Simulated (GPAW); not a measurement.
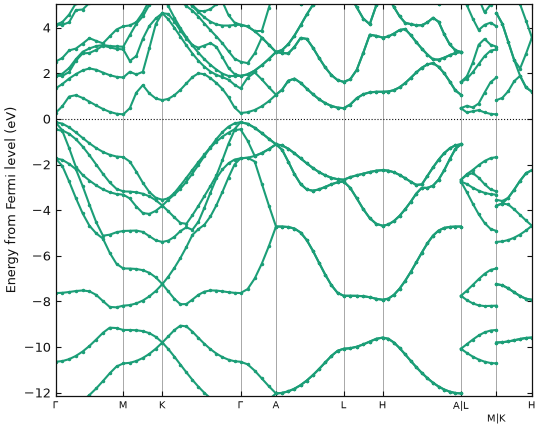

Band structure. Energies are counted from the Fermi level.

Which Bravais lattice do the labels of the path belong to?

A hexagonal (primitive) lattice: the path Γ–M–K–Γ–A–L–H–A|L–M|K–H runs through the special points of its Brillouin zone.

The material is wurtzite GeSi, space group P6_3mc, 4 atoms in the cell; a = 3.904 Å, c = 6.451 Å (hexagonal axes).

GPAW; PBEsol, PAW data sets generated in the run's folder for this functional, no spin polarisation, no spin-orbit coupling, 8×8×4 k mesh, 600 eV cutoff.

What does the band structure say about the gap?

The bands leave a gap. The gap along this path is 0.34 eV and indirect, from the valence-band top at Γ to the conduction-band bottom at M; the smallest direct gap is 0.41 eV, at Γ. At Γ the lowest conduction band lies only 0.06 eV higher.

How many bands meet at the valence-band top?

Two bands meet at the valence-band top at Γ: it is doubly degenerate (spin aside).

How much do the top valence band and the lowest conduction band disperse along the path?

The top valence band spans 3.5 eV and the lowest conduction band 2.2 eV.

Spin-orbit coupling is left out, which matters for Ge. LDA, GGA and most meta-GGA functionals understate gaps. The cell comes from a database of computed structures, and whether it is the stable form of this composition wasn't checked.
